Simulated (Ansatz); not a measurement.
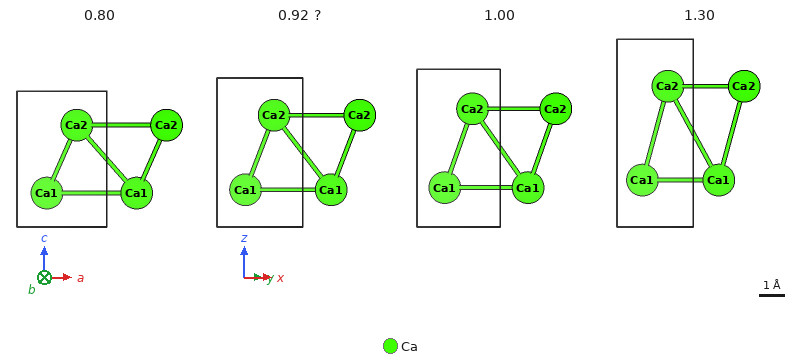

Crystalline Ca (P6_3/mmc): the ratio of the cell's length along z to its lengths across, counted as 1 for the reference, is changed at fixed volume (a c/a path), with the atoms kept at their fractional coordinates. x, y and z are the Cartesian axes of the input. The picture is a ball-and-stick view of the cell of the calculation, repeated 2 × 1 × 1 with one cell outlined, seen along the b axis.

Method: DFT PBEsol, scalar-relativistic, plane waves, PAW in Ansatz. Set-up: plane-wave cutoff 420 eV; k-point mesh 18 × 18 × 8; occupations gaussian; smearing width 0.15 eV; no spin polarisation. Energies (free energies at the smearing named) are counted from the cell as listed in its source, which wasn't relaxed.

| axial ratio over its reference value | energy change (meV/atom) |
| --- | --- |
| 0.80 | 97.5 |
| 0.85 | 55.2 |
| 0.92 | ? |
| 0.96 | 4.5 |
| 1.00 | 0.0 |
| 1.05 | 5.5 |
| 1.10 | 23.1 |
| 1.20 | 91.1 |
| 1.30 | 190.5 |

> Fill in the missing row.

A straight line between the two neighbours gives 22.9 meV/atom. A cubic through the four nearest rows (0.80, 0.85, 0.96, 1.00) gives, with Lagrange weights, (−0.1400)(97.5) + (0.4655)(55.2) + (0.9545)(4.5) + (−0.2800)(0.0) = 16.3 meV/atom. The calculation gives 16.3 meV/atom, so the cubic is right to the digits shown and the straight line 6.6 meV/atom too high, as the curve bends upwards here.

The whole profile:

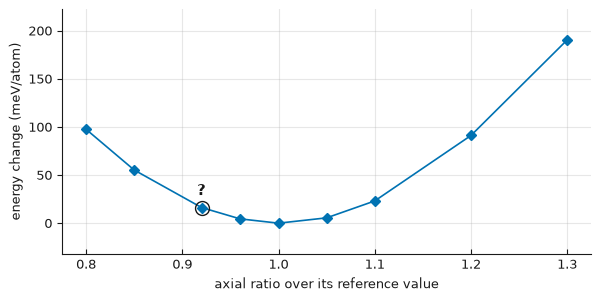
